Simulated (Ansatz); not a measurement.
**Energy of SrCl2 along a strain of the cell**

System: SrCl2 (3 atoms in the cell).
Method: DFT PBE, scalar-relativistic, plane waves, PAW, no spin polarisation (Ansatz 0.2.0).

The 5 runs differ only in the geometry, by a strain of the cell at fixed fractional positions. Against run 3, the strain is εxx = η and εyy = η. The structure derives from an entry of the Crystallography Open Database.

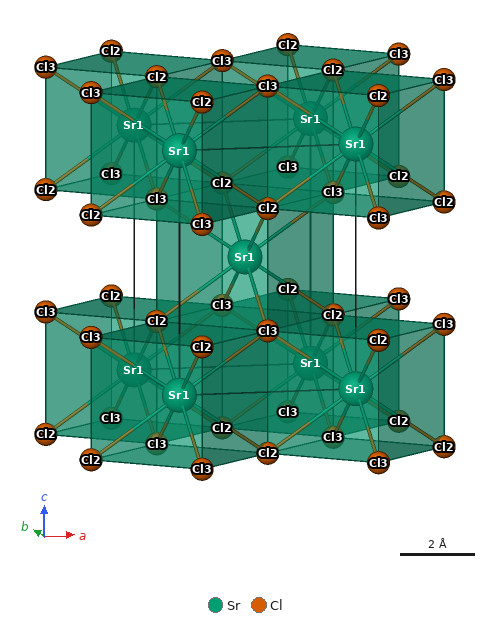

Figure 1. The structure of run 3 (polyhedral view of the cell 2 times as large as that of the calculation, set on its symmetry axes, seen slightly off an axis; polyhedra are completed across the faces of the cell; atoms are numbered from 1 in the order of the input). An atom can appear more than once, as a periodic image.

### Input of run 3
```yaml
crystal:
  lattice:
    - [0.0, 3.4855, 3.34608]
    - [3.4855, 0.0, 3.34608]
    - [3.4855, 3.4855, 0.0]
  atoms:
    - { symbol: Sr, position: [0.0, 0.0, 0.0] }
    - { symbol: Cl, position: [0.25, 0.25, 0.25] }
    - { symbol: Cl, position: [0.75, 0.75, 0.75] }
basis:
  ecutwfc: 420
kpoints:
  mp_grid: { grid: [6, 6, 6] }
hamiltonian:
  xc: pbe
scf:
  occupations: { method: gaussian, width: 0.05 }
output:
  forces: true
  stress: true
  eigenvalues: true
```

Command:
```bash
ansatz run input.yaml --threads 1 --pin off --max-ram 2560MiB --backend cpu --events-out ev --progress --plain --runs-dir out
```

Lattice vectors (Å) and fractional positions of run 3:
```
   0.000000    3.485500    3.346080
   3.485500    0.000000    3.346080
   3.485500    3.485500    0.000000
Sr  0.000000  0.000000  0.000000
Cl  0.250000  0.250000  0.250000
Cl  0.750000  0.750000  0.750000
```

Run 4 differs from it as follows:
```diff
-    - [0.0, 3.4855, 3.34608]
-    - [3.4855, 0.0, 3.34608]
-    - [3.4855, 3.4855, 0.0]
+    - [0.0, 3.62492, 3.34608]
+    - [3.62492, 0.0, 3.34608]
+    - [3.62492, 3.62492, 0.0]
```

### Results, with one run withheld

```tsv
run	strain parameter η (%)	free energy per atom, from the lowest run given (meV)	pressure (GPa)	gap on the mesh (eV)
1	−8.0000	194.96	13.62	5.15
2	−4.0000	59.16	7.22	5.42
3	0.0000	0.00	2.81	5.27
4	4.0000	?	?	?
5	8.0000	39.51	−2.19	4.22
```

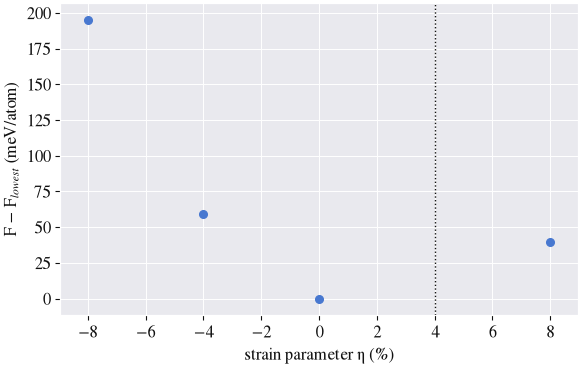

Figure 2. Free energy per atom of the runs given; the dotted line marks run 4.

Estimate the energy of run 4 from the others.

A quadratic polynomial in the coordinate, fitted to the 4 runs given, misses them by at most 5.24 meV per atom. With x = η + 1.0000, it reads F = 7.5026 − 13.318 x + 1.883 x² (meV per atom). At run 4 it gives −12.01 meV per atom, and the run itself gives −1.70. The fit has its minimum at η = 2.5364 %. The fit misses that run by 10.31 meV per atom. The gap on the mesh lies between 4.22 eV (run 5) and 5.42 eV (run 2); run 4 has 4.72 eV. These are gaps of this functional on this mesh, which can miss the band edges; they aren't the measured gap.

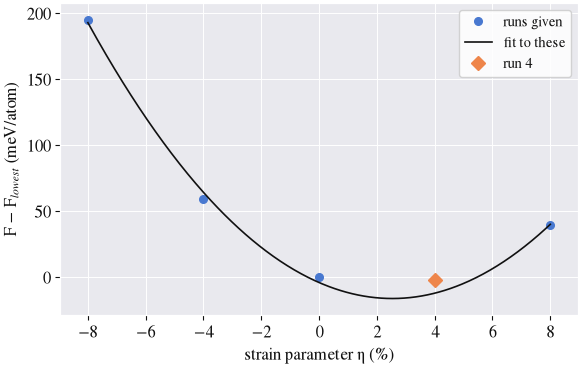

Figure 3. The fit and the withheld run.

### Output, shortened to warnings, some set-up lines, iterations and results (run 4)
```
Basis set: ecut = 420 eV, 1715 PW (Γ), exchange–correlation on 72×72×72 points (8 copies of the dense FFT grid, shifted against one another)
Symmetry: 16 space group operations
k-points: 30 of 216
Initial density: superposition of atomic densities (neutral atoms: chi_scale 0, normalization atom), corrected by the library's trained network
[...]
SCF iter   1: F=—  HF=-5710.671105 eV  |F-HF|=—  |Δ(HF+E_count)|=         —  Δρ=3.95e-4  dr2=9.39e-5  ethr=1.77e-3  ⟨swp⟩=9.5  Hψ=3444  notcnv=0
SCF iter   2: F=—  HF=-5710.672380 eV  |F-HF|=—  |Δ(HF+E_count)|=   1.28e-3  Δρ=2.19e-4  dr2=2.45e-5  ethr=3.91e-7  ⟨swp⟩=3.4  Hψ=1443  notcnv=0
SCF iter   3: F=—  HF=-5710.672403 eV  |F-HF|=—  |Δ(HF+E_count)|=   2.21e-5  Δρ=1.18e-4  dr2=4.20e-6  ethr=1.02e-7  ⟨swp⟩=2.0  Hψ=662  notcnv=0
SCF iter   4: F=—  HF=-5710.672436 eV  |F-HF|=—  |Δ(HF+E_count)|=   3.30e-5  Δρ=2.46e-5  dr2=5.43e-7  ethr=1.75e-8  ⟨swp⟩=2.0  Hψ=814  notcnv=0
SCF iter   5: F=—  HF=-5710.672436 eV  |F-HF|=—  |Δ(HF+E_count)|=   5.29e-9  Δρ=1.21e-5  dr2=1.18e-7  ethr=2.26e-9  ⟨swp⟩=3.0  Hψ=830  notcnv=0
SCF iter   6: F=-5710.672436 eV  HF=-5710.672436 eV  |F-HF|=5.65e-9  |Δ(HF+E_count)|=   7.70e-9  Δρ=4.73e-6  dr2=1.73e-8  ethr=4.17e-10  ⟨swp⟩=6.2  Hψ=2235  notcnv=0
SCF 1 converged in 6 iterations: F = -5710.672436 eV  dr2 = 1.73e-8
SCF converged after 6 iterations
Free energy (F): -5710.672436 eV
Harris-Foulkes:  -5710.672436 eV  (|F-HF|=5.65e-9)
Internal energy: -5710.672436 eV  (E = F + TS)
E sigma→0 (E₀):  -5710.672436 eV
Fermi energy:    5.509439 eV
--- Per-component energies (eV) ---
  E_band       = -154.297686
  E_kinetic    = 567.479093
  E_local      = -1202.856799  (includes V_loc(G=0)·N_el)
  E_nonlocal   = 258.690259
  E_hartree    = 332.163530
  E_xc         = -388.640485
  E_vxc        = -407.426223  (∫ρ·V_xc dr)
  E_paw        = -4013.321541  (= ΣΔE_a)
  E_vpaw       = -34.514028  (= ΣTr[D̂ρ^β])
  E_aug_tail   = 0.000178  (compensation charges beyond the density's cutoff)
  E_ewald      = -1264.186671
  E_smearing   = -0.000000  (= −TS)
  E_closure    = 0.000000  (closes the sum)
  Σ components = -5710.672436   (vs F -5710.672436, Δ=0.00e0)
--- Forces (eV/Å), atoms counted from 1 ---
  atom   1  Sr     0.00000000     0.00000000     0.00000000
  atom   2  Cl     0.00000000     0.00000000    -0.00000000
  atom   3  Cl    -0.00000000     0.00000000     0.00000000
  max |Σ_I F_I| component: 8.67e-19 eV/Å
--- Stress (GPa, compression-positive) ---
       -1.553258       0.000000      -0.000000
        0.000000      -1.553258      -0.000000
       -0.000000      -0.000000       2.550747
  P = ⅓ Tr σ = -0.1853 GPa (-1.853 kbar)
```
